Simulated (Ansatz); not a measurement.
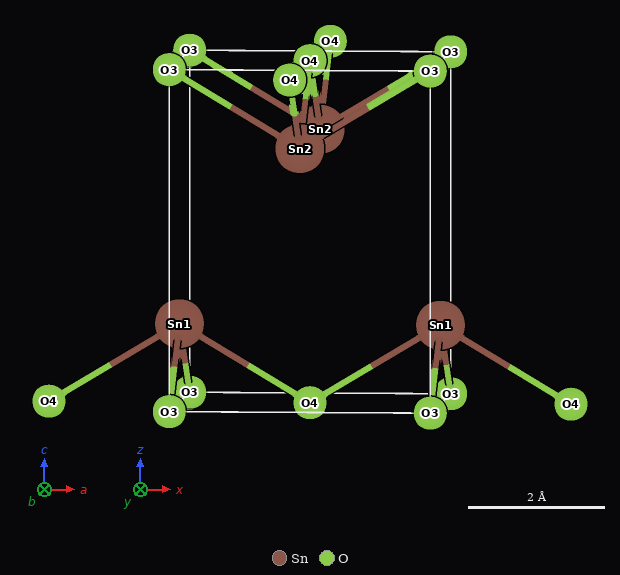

Energy scan for solid SnO (P4/nmm), in which O3 (one in each cell of 4 atoms) is moved over the plane of the Cartesian directions x and z, all else fixed. The picture shows the reference cell. A ball-and-stick model of the cell of the calculation, seen nearly along the normal of the scanned plane.

Level of theory: DFT PBE, scalar-relativistic, plane waves, PAW (Ansatz 0.2.0). Settings: plane-wave cutoff 420 eV; k-point mesh 10 × 10 × 8; occupations gaussian; smearing width 0.05 eV; no spin polarisation. Energies (free energies at the smearing named) are counted from the relaxed crystal.

```
CELL_PARAMETERS angstrom
3.86817 0.00000 0.00000
0.00000 3.86817 0.00000
0.00000 0.00000 5.06728
ATOMIC_POSITIONS crystal
Sn 0.00000 0.50000 0.22874
Sn 0.50000 0.00000 0.77126
O 0.00000 0.00000 0.00000
O 0.50000 0.50000 0.00000
```

Q: Predict the energy profile on a grid with rows −0.20, −0.10, 0.00, 0.10, 0.20 and columns −0.20, −0.10, 0.00, 0.10, 0.20 (displacement along x (Å); displacement along z (Å)).

A: Rows: displacement along x (Å); columns: displacement along z (Å); values in meV/cell.

```csv
,−0.20,−0.10,0.00,0.10,0.20
−0.20,371,222,146,143,211
−0.10,189,78,35,60,151
0.00,132,33,0,33,132
0.10,189,78,35,60,151
0.20,371,222,146,143,211
```

In pairs of (displacement along x (Å); displacement along z (Å)): the lowest computed point lies at (0.00, 0.00) (0 meV/cell), the highest at (−0.20, −0.20), (0.20, −0.20) (371 meV/cell).  Over the ranges scanned the energy rises by about as much along both axes.

Limits of the set-up: layers or molecules are held without a dispersion correction, so their spacing is unreliable.
